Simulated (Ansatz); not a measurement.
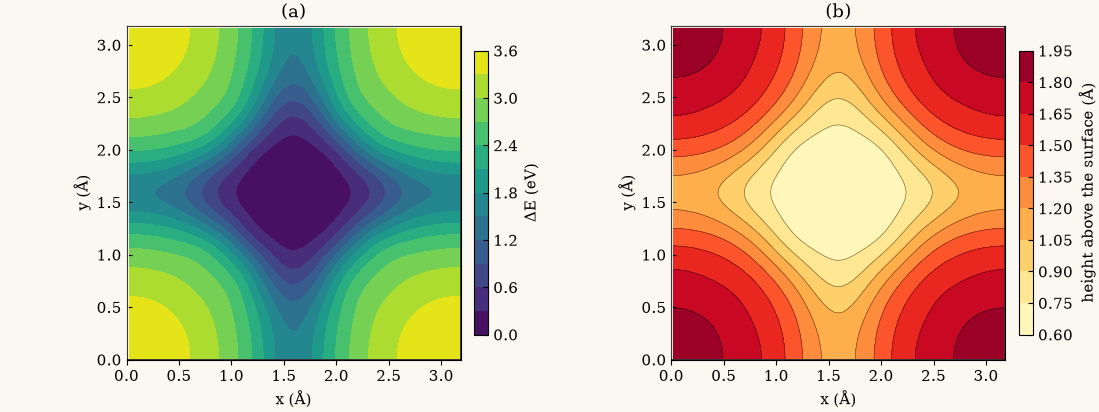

C on a W(100) slab cut from the Im-3m phase, its upper half relaxed before the scan (4 atoms of substrate and one adsorbate in a 1 × 1 cell). C is moved over the surface cell; relaxed at each place: the height of the adsorbate's atoms; substrate rigid; the origin of the map has the adsorbate above W4. Places are given modulo a cell vector. The map is drawn in real space over the plane of the surface. Grid: 8 × 8 points; 15 points were computed and 49 follow by symmetry. Energies are in eV, from the lowest grid point. With one adsorbate in each 1 × 1 cell, its nearest image is 3.2 Å away, so neighbouring adsorbates interact. Level of theory: Ansatz, DFT PBE, scalar-relativistic, plane waves, PAW. Settings: cutoff 420 eV, k-mesh 8×8×1, gaussian smearing 0.1 eV, no spin polarisation.

Panel (a) is the energy; panel (b) is the computed height above the surface, in Å.

The picture shows filled contours, the outline of one cell of the plane. Between grid points the surface is interpolated.

### How does the height above the surface vary over the map, and what is it at the lowest grid point?

It runs from 0.64 Å at a fourfold hollow over a second-layer W atom, (4/8, 4/8) of the cell vectors to 1.87 Å at the top site over a surface W atom, (0/8, 0/8) of the cell vectors. At the lowest grid point, a fourfold hollow over a second-layer W atom, (4/8, 4/8) of the cell vectors, it is 0.64 Å.

PAW datasets: the set soft_1.
